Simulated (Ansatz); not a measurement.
**A series of single points on Bi**

System: Bi (Cmcm, 2 atoms in the cell).
Method: DFT PBEsol, scalar-relativistic, plane waves, PAW, no spin polarisation (Ansatz 0.2.0).

The 8 runs differ only in the geometry, by a strain of the cell at fixed fractional positions. Against run 5, the strain is εyy = η. The structure derives from an entry of the Crystallography Open Database.

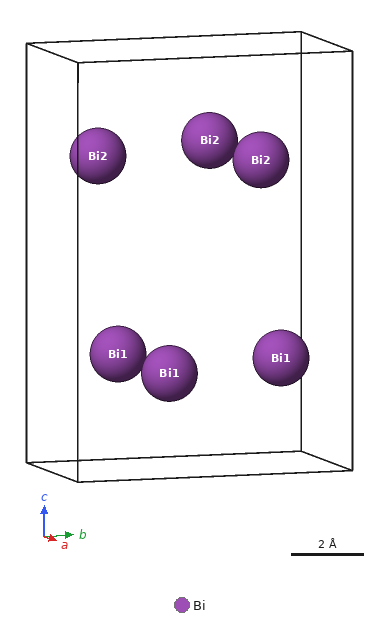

Figure 1. The structure of run 5 (spheres-only view of the cell 2 times as large as that of the calculation, set on its symmetry axes, seen slightly off an axis; atoms are numbered from 1 in the order of the input). An atom can appear more than once, as a periodic image.

## Input of run 5
```yaml
crystal:
  lattice:
    - [4.5390002997, 0.0, 0.0]
    - [-2.2695001499, 4.0488162543, 0.0]
    - [0.0, 0.0, 11.829]
  atoms:
    - { symbol: Bi, position: [0.3333333333, 0.6666666667, 0.25] }
    - { symbol: Bi, position: [0.6666666667, 0.3333333333, 0.75] }
basis:
  ecutwfc: 420
kpoints:
  mp_grid: { grid: [12, 12, 4] }
hamiltonian:
  xc: pbesol
scf:
  occupations: { method: gaussian, width: 0.15 }
output:
  forces: true
  stress: true
  eigenvalues: true
```

Command:
```bash
ansatz run input.yaml --threads 1 --pin off --max-ram 2560MiB --backend cpu --events-out ev --progress --plain --runs-dir out
```

Run 2 differs from it as follows:
```diff
-    - [-2.2695001499, 4.0488162543, 0.0]
+    - [-2.2695001499, 3.7539995368, 0.0]
```

## Results, with one run withheld

```csv
run,strain parameter η (%),"free energy per atom, from the lowest run given (meV)",pressure (GPa)
1,−8.7379,0.00,−3.87
2,−7.2816,?,?
3,−5.8252,113.19,−3.67
4,−1.4563,265.46,−3.37
5,0.0000,311.61,−3.27
6,1.4563,355.53,−3.18
7,2.1845,376.68,−3.13
8,2.9126,397.29,−3.08
```

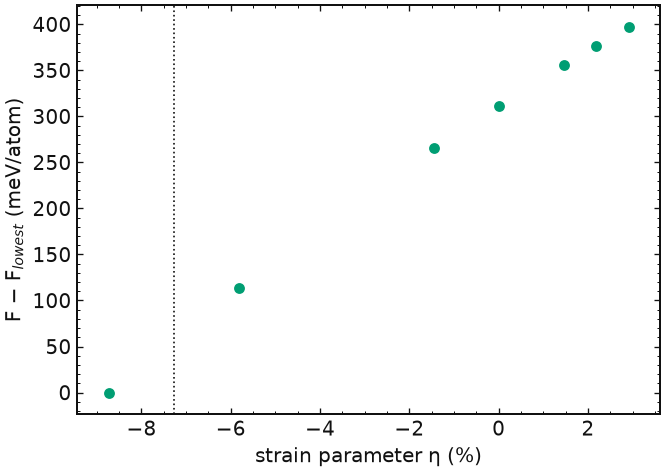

Figure 2. Free energy per atom of the runs given; the dotted line marks run 2.

Estimate the energy of run 2 from the others.

A cubic polynomial in the coordinate, fitted to the 7 runs given, misses them by at most 0.02 meV per atom. With x = η + 1.3523, it reads F = 268.81 + 32.371 x − 0.53395 x² + 0.0015136 x³ (meV per atom). At run 2 it gives 57.79 meV per atom, and the run itself gives 57.76. The fit has no minimum inside this range.

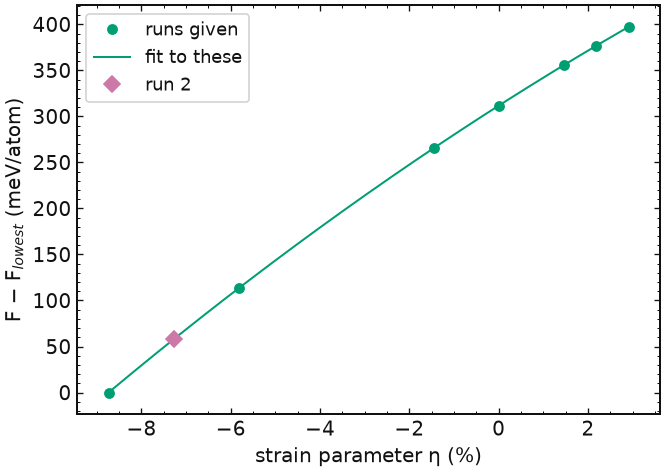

Figure 3. The fit and the withheld run.

## Output, shortened to warnings, some set-up lines, iterations and results (run 2)
```
Basis set: ecut = 420 eV, 3949 PW (Γ), exchange–correlation on 64×60×160 points (8 copies of the dense FFT grid, shifted against one another)
Symmetry: 8 space group operations
k-points: 129 of 576
Initial density: superposition of atomic densities (neutral atoms: chi_scale 0, normalization atom), corrected by the library's trained network
[...]
SCF iter   1: F=—  HF=-24479.117339 eV  |F-HF|=—  |Δ(HF+E_count)|=         —  Δρ=9.75e-4  dr2=1.67e-3  ethr=1.77e-3  ⟨swp⟩=6.2  Hψ=13125  notcnv=0
SCF iter   2: F=—  HF=-24479.120312 eV  |F-HF|=—  |Δ(HF+E_count)|=   2.97e-3  Δρ=3.39e-4  dr2=2.17e-4  ethr=5.56e-6  ⟨swp⟩=2.1  Hψ=5898  notcnv=0  defer=9
SCF iter   3: F=—  HF=-24479.120542 eV  |F-HF|=—  |Δ(HF+E_count)|=   2.29e-4  Δρ=1.66e-4  dr2=6.76e-5  ethr=7.23e-7  ⟨swp⟩=2.0  Hψ=4447  notcnv=0  defer=9
SCF iter   4: F=—  HF=-24479.120564 eV  |F-HF|=—  |Δ(HF+E_count)|=   2.21e-5  Δρ=2.67e-5  dr2=3.11e-6  ethr=2.25e-7  ⟨swp⟩=2.0  Hψ=4395  notcnv=0  defer=9
SCF iter   5: F=—  HF=-24479.120570 eV  |F-HF|=—  |Δ(HF+E_count)|=   6.23e-6  Δρ=1.33e-5  dr2=6.61e-7  ethr=1.04e-8  ⟨swp⟩=2.2  Hψ=3545  notcnv=0  defer=9
SCF iter   6: F=—  HF=-24479.120571 eV  |F-HF|=—  |Δ(HF+E_count)|=   3.15e-7  Δρ=6.11e-6  dr2=1.31e-7  ethr=2.20e-9  ⟨swp⟩=3.0  Hψ=4794  notcnv=0  defer=9
SCF iter   7: F=-24479.120571 eV  HF=-24479.120571 eV  |F-HF|=6.91e-10  |Δ(HF+E_count)|=   1.41e-8  Δρ=1.18e-6  dr2=4.48e-9  ethr=3.33e-10  ⟨swp⟩=8.4  Hψ=12351  notcnv=0
SCF 1 converged in 7 iterations: F = -24479.120571 eV  dr2 = 4.48e-9
SCF converged after 7 iterations
Free energy (F): -24479.120571 eV
Harris-Foulkes:  -24479.120571 eV  (|F-HF|=6.91e-10)
Internal energy: -24479.037872 eV  (E = F + TS)
E sigma→0 (E₀):  -24479.079221 eV
Entropy (-TS):   -0.082699 eV (-41.349 meV/atom)
Fermi energy:    0.225032 eV
--- Per-component energies (eV) ---
  E_band       = -493.631501
  E_kinetic    = 595.629078
  E_local      = -4613.852554  (includes V_loc(G=0)·N_el)
  E_nonlocal   = 1123.365232
  E_hartree    = 1626.693867
  E_xc         = -292.249383
  E_vxc        = -277.130726  (∫ρ·V_xc dr)
  E_paw        = -21019.016930  (= ΣΔE_a)
  E_vpaw       = -575.030968  (= ΣTr[D̂ρ^β])
  E_aug_tail   = -0.000925  (compensation charges beyond the density's cutoff)
  E_ewald      = -1899.785761
  E_core_change = 0.179504  (= ΣΔE_core)
  E_smearing   = -0.082699  (= −TS)
  E_closure    = 0.000000  (closes the sum)
  Σ components = -24479.120571   (vs F -24479.120571, Δ=0.00e0)
--- Forces (eV/Å), atoms counted from 1 ---
  atom   1  Bi    -0.00000000     0.00249578    -0.00000000
  atom   2  Bi     0.00000000    -0.00249578     0.00000000
  max |Σ_I F_I| component: 0.00e0 eV/Å
--- Stress (GPa, compression-positive) ---
       -5.228927       0.000000      -0.000000
        0.000000      -5.729281      -0.000000
       -0.000000      -0.000000      -0.353668
  P = ⅓ Tr σ = -3.7706 GPa (-37.706 kbar)
```

Notes: Spin–orbit coupling is left out, which matters for Bi.
